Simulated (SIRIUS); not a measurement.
System: Pb, space group Fm-3m (No. 225).

The given structure:
```cif
data_structure
_symmetry_space_group_name_H-M 'P 1'
_symmetry_Int_Tables_number 1
_cell_length_a 3.5002
_cell_length_b 3.5002
_cell_length_c 3.5002
_cell_angle_alpha 60.000
_cell_angle_beta 60.000
_cell_angle_gamma 60.000
_cell_volume 30.32
loop_
_atom_site_label
_atom_site_type_symbol
_atom_site_fract_x
_atom_site_fract_y
_atom_site_fract_z
_atom_site_occupancy
Pb1 Pb 0.00000 0.00000 0.00000 1
```

Calculation (SIRIUS 7.10.0): plane-wave DFT, no spin polarisation; energies at scaled volumes of the given cell, shape and fractions fixed, counted from the fit's minimum, third-order Birch-Murnaghan fit. Level: PBEsol.

- k mesh: 9×9×9
- occupations: Fermi–Dirac
- smearing width: 0.05 eV
- potentials: dojo sr pbesol 0.4.1 standard
- wave cutoff: 765.3 eV
- density cutoff: 3061 eV

Predict the energy and pressure against volume. The volume takes the values 28.50, 29.11, 29.72, 30.32, 30.93, 31.54, 32.14 Å³/atom.

A third-order Birch–Murnaghan fit gives V0 = 29.95 Å³/atom, B0 = 49.3 GPa and B′ = 5.4. The energy is 11.97 meV/atom at volume 28.50 Å³/atom and 21.18 meV/atom at 32.14 Å³/atom; the lowest computed point is at volume 29.72 Å³/atom (0.28 meV/atom), in a single well. The pressure falls from 2.78 GPa at volume 28.50 Å³/atom to −2.88 GPa at 32.14 Å³/atom, and changes sign near 29.96 Å³/atom.

```json
{"volume (Å³/atom)": "28.50", "energy (meV/atom)": "11.97", "pressure (GPa)": "2.78"}
{"volume (Å³/atom)": "29.11", "energy (meV/atom)": "3.88", "pressure (GPa)": "1.52"}
{"volume (Å³/atom)": "29.72", "energy (meV/atom)": "0.28", "pressure (GPa)": "0.40"}
{"volume (Å³/atom)": "30.32", "energy (meV/atom)": "0.68", "pressure (GPa)": "-0.59"}
{"volume (Å³/atom)": "30.93", "energy (meV/atom)": "4.58", "pressure (GPa)": "-1.46"}
{"volume (Å³/atom)": "31.54", "energy (meV/atom)": "11.54", "pressure (GPa)": "-2.21"}
{"volume (Å³/atom)": "32.14", "energy (meV/atom)": "21.18", "pressure (GPa)": "-2.88"}
```

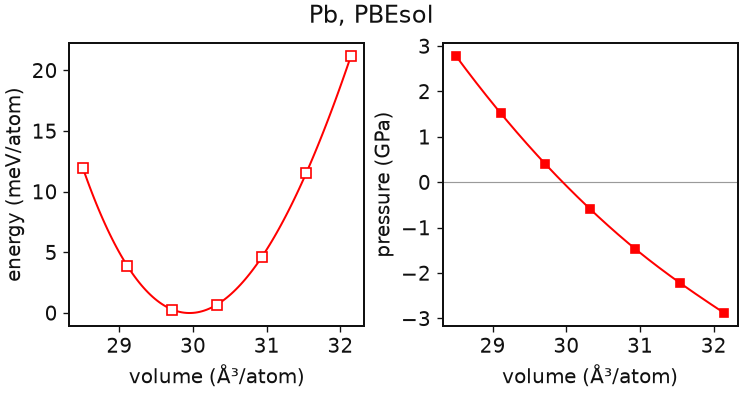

Limits of the calculation: spin-orbit coupling left out, heavy elements.
